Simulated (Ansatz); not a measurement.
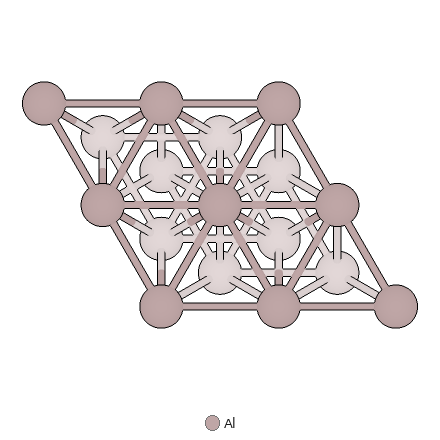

The system is C on an Al(001) slab cut from the P6_3/mmc phase (10 atoms of substrate and one adsorbate in a 1 × 1 cell); the picture shows it without the atoms that are moved over the map. One C atom a 1 × 1 cell is placed over a mesh of places on the rigid (0 0 1) surface, and only its height is relaxed. Places are given modulo a cell vector. The map is drawn in real space over the plane of the surface. Grid: 4 × 4 points. All energies are given in eV relative to the lowest grid point. This mesh misses the points at thirds of the hexagonal cell. With one adsorbate in each 1 × 1 cell, its nearest image is 2.8 Å away, so neighbouring adsorbates interact. Theory: Ansatz 0.2.0, DFT PBEsol, scalar-relativistic, plane waves, PAW.

Range: place along a₁ from 0.00 to 0.75; place along a₂ from 0.00 to 0.75.

> What will the energy surface look like?

The lowest grid point is at a bridge site between two Al atoms, (0/4, 2/4) of the cell vectors. The same energy is found at a bridge site between two Al atoms, (2/4, 0/4) of the cell vectors; a bridge site between two Al atoms, (2/4, 2/4) of the cell vectors. The highest grid point, the top site over a surface Al atom, (0/4, 0/4) of the cell vectors, lies 1.06 eV above the lowest. At the lowest point the adsorbate has 2 Al at 1.96 Å as nearest neighbours, at the highest 1 Al at 1.99 Å. Its relaxed height above the top atom is 1.36 Å at the lowest and 1.99 Å at the highest point.

```csv
"place along a₂ ↓, place along a₁ →",0/4,1/4,2/4,3/4
3/4,0.82,0.13,0.13,0.82
2/4,0.00,0.13,0.00,0.10
1/4,0.82,0.82,0.10,0.10
0/4,1.06,0.82,0.00,0.82
```

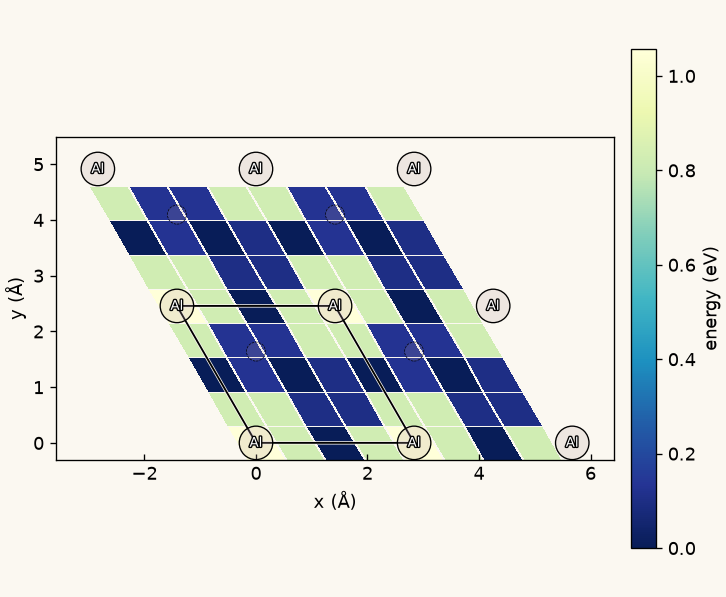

Drawn: one coloured cell a grid point, labelled circles for the atoms of the top layer and small ones for the second layer, the outline of one cell of the 2 × 2 shown.
